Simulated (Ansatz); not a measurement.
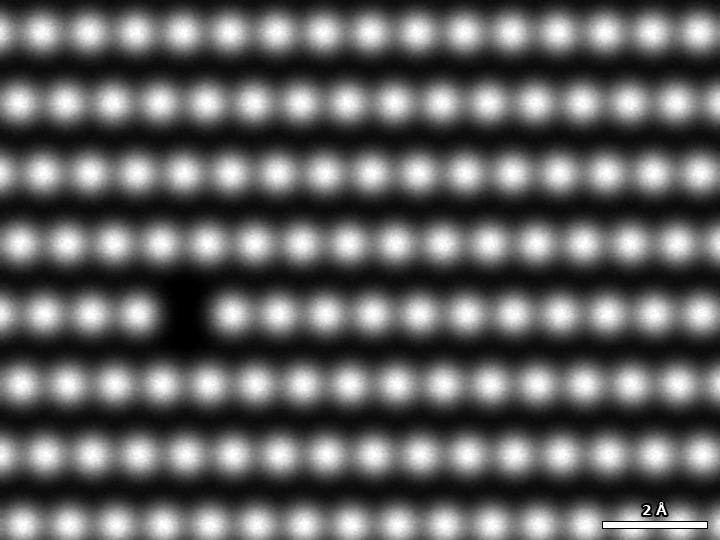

Z-contrast image of Ru (Fm-3m, No. 225) along [221]. Simulated incoherent Z contrast: every atom adds Z^1.6 spread by a probe of 0.65 Å full width; channelling and multiple scattering are left out. Shot noise and a slight drift were added.

The sample is 1 repeat (11.6 Å) thick. One point defect was put into the perfect crystal, without relaxing the atoms around it. Brightness is counted from the darkest point of the image. Host structure: the geometry relaxed with DFT, BLYP, plane waves (420 eV) with PAW, scalar-relativistic (Ansatz 0.2.0); the starting structure was generated, so it need not be a known form of this composition.

Question: Where is the defect (in Å from the left and the top edge), and what does its contrast suggest?

Answer: At about 4 Å from the left and 6 Å from the top. The column has all but vanished there, which points to a vacancy or a much lighter atom. The column holds 1 atom (Ru) through the sample, and one Ru atom is missing, so its peak vanishes.
